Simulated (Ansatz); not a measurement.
## Electronic structure of Cu₂O in real space

```xyz
6
Lattice="4.2224 0.0000 0.0000 0.0000 4.2224 0.0000 0.0000 0.0000 4.2224" Properties=species:S:1:pos:R:3 pbc="T T T"
Cu    1.0556    1.0556    1.0556
Cu    1.0556    3.1668    3.1668
Cu    3.1668    3.1668    1.0556
Cu    3.1668    1.0556    3.1668
O     0.0000    0.0000    0.0000
O     2.1112    2.1112    2.1112
```

Space group Pn-3m; computed without spin polarisation.

Theory: DFT PBEsol, scalar-relativistic, plane waves, PAW (Ansatz 0.2.0).

In a PAW calculation such maps are meaningful between the atoms, not at the nuclei.

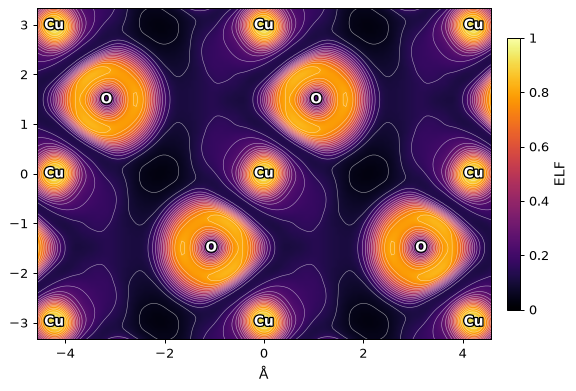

Figure 1. Electron localisation function on the (101̄) plane of the conventional cell.

> Interpret the plot.

- The section cuts through Cu and O sites.
- Cu–O (1.83 Å): the ELF peaks at about 0.85 in the valence shell of O, 0.6 Å from its nucleus, and is about 0.25 at the midpoint (no shared electron pair shows on this line).
- The features right at Cu lie inside the PAW spheres, where the map follows smoothed inner orbitals and isn't to be read closely.

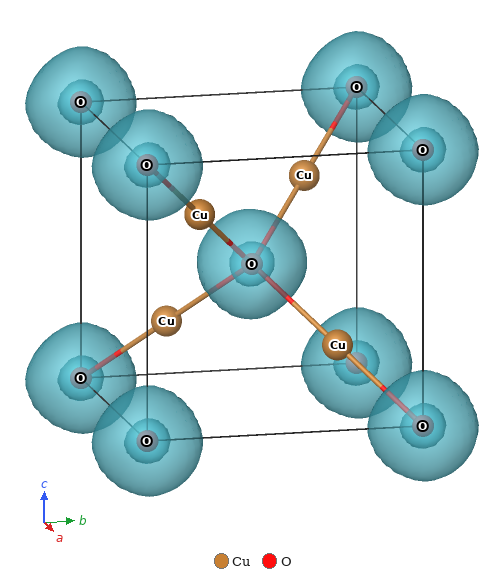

Figure 2. Isosurface of the electron localisation function at 0.65 (cyan), seen slightly off an axis. Only the valence region is drawn (cores and ρ < 0.01 e/Å³ removed). Sticks mark near contacts.

> Describe the localisation domains.

The surface consists of two regions wrapped around O (the valence shell of each), counted in one cell of 6 atoms. Any copies at cell faces, edges or corners count once.

> Does the calculation make it a metal, or give it a gap?

It is gapped, with a Kohn–Sham gap of 0.56 eV on the k-point mesh (the band edges may lie off the mesh, which would make the gap smaller).
